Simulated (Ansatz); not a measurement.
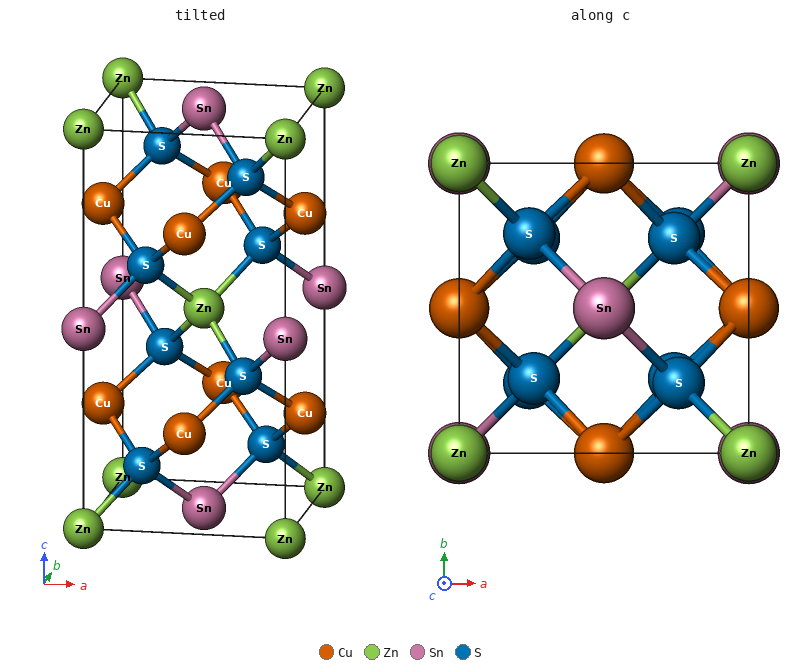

An orthographic ball-and-stick view of the structure, slightly off an axis and along the c axis. Lines trace the edges of the conventional unit cell.

ZnCu₂SnS₄, space group I-42m (No. 121), a = 5.404 Å, b = 5.404 Å, c = 10.854 Å, α = 90.00°, β = 90.00°, γ = 90.00°. Provenance: a structure type filled with these elements by a generator (whether the compound takes this form wasn't checked). Earlier steps of the study may have refined or changed the cell and positions. Ansatz was used for an electronic-structure calculation on it.

This one geometry was computed with Ansatz (DFT, plane waves, PAW) at four levels of theory: PBE0, PBE, HSE06 and r2SCAN. It was relaxed beforehand with r2SCAN.

### Which level gives the highest pressure at this volume, and what does that say about its equilibrium volume?

Highest: PBE (2.4 GPa), which points to the largest equilibrium volume. Lowest, with the smallest volume: r2SCAN (0.0 GPa). Levels within 0.5 GPa of each other can't be told apart.

### How does the band gap change with the level of theory?

PBE: a gap of 0.06 eV, direct; r2SCAN: a gap of 0.33 eV, direct; HSE06: a gap of 1.16 eV, direct; PBE0: a gap of 1.81 eV, direct.

### Collect the results in a table.

| level | cutoff (eV) | k-mesh of the run's cell | gap (eV) | pressure (GPa) |
| --- | --- | --- | --- | --- |
| PBE0 | 420 | 4×4×4 | 1.81 | 0.7 |
| PBE | 420 | 6×6×6 | 0.06 | 2.4 |
| HSE06 | 420 | 4×4×4 | 1.16 | 0.9 |
| r2SCAN | 500 | 6×6×6 | 0.33 | 0.0 |

Gaps are taken on the k-mesh or band path of each run.
